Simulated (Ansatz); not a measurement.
```cif
data_structure
_symmetry_space_group_name_H-M 'P 1'
_symmetry_Int_Tables_number 1
_cell_length_a 4.6873
_cell_length_b 4.6873
_cell_length_c 4.6873
_cell_angle_alpha 90.000
_cell_angle_beta 90.000
_cell_angle_gamma 90.000
_cell_volume 102.98
loop_
_atom_site_label
_atom_site_type_symbol
_atom_site_fract_x
_atom_site_fract_y
_atom_site_fract_z
_atom_site_occupancy
Co1 Co 0.50000 0.50000 0.00000 1
Co2 Co 0.00000 0.50000 0.50000 1
Co3 Co 0.00000 0.00000 0.00000 1
Co4 Co 0.50000 0.00000 0.50000 1
O1 O 0.25000 0.75000 0.25000 1
O2 O 0.75000 0.75000 0.75000 1
O3 O 0.75000 0.25000 0.25000 1
O4 O 0.25000 0.25000 0.75000 1
```

Space group F-43m; a generated structure, not necessarily the stable one; built by placing these elements on a known structure type; computed pressure about −12 GPa in this cell; spin-polarised.

Level of theory: Kohn-Sham DFT of a periodic cell, PBE, Ansatz PAW (Ansatz 0.2.0).

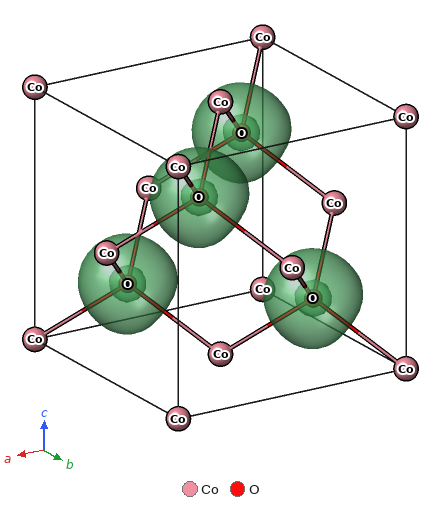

CoO. Isosurface of the electron localisation function at 0.65 (green), seen at an oblique angle. Only the valence region is drawn (cores and ρ < 0.01 e/Å³ removed). Sticks mark near contacts.

Core electrons are frozen (PAW), and the valence fields are smoothed inside the atomic spheres.

Q: What do the ELF domains correspond to?

A: The surface consists of four regions wrapped around O (the valence shell of each), counted in one cell of 8 atoms. Regions shared between cells count once. Profiles from the grid: Co–O (2.03 Å): the ELF peaks at about 0.85 in the valence shell of O, 0.6 Å from its nucleus, and is about 0.15 at the midpoint (no localised pair shows between them).

Q: How are the moments arranged in this solution?

A: Parallel moments, as they must be, since the calculation's own cell holds one magnetic site; site moments Co: +2.4 μB (×4) in one cell of 8 atoms, with smaller moments on O (up to +0.34 μB).
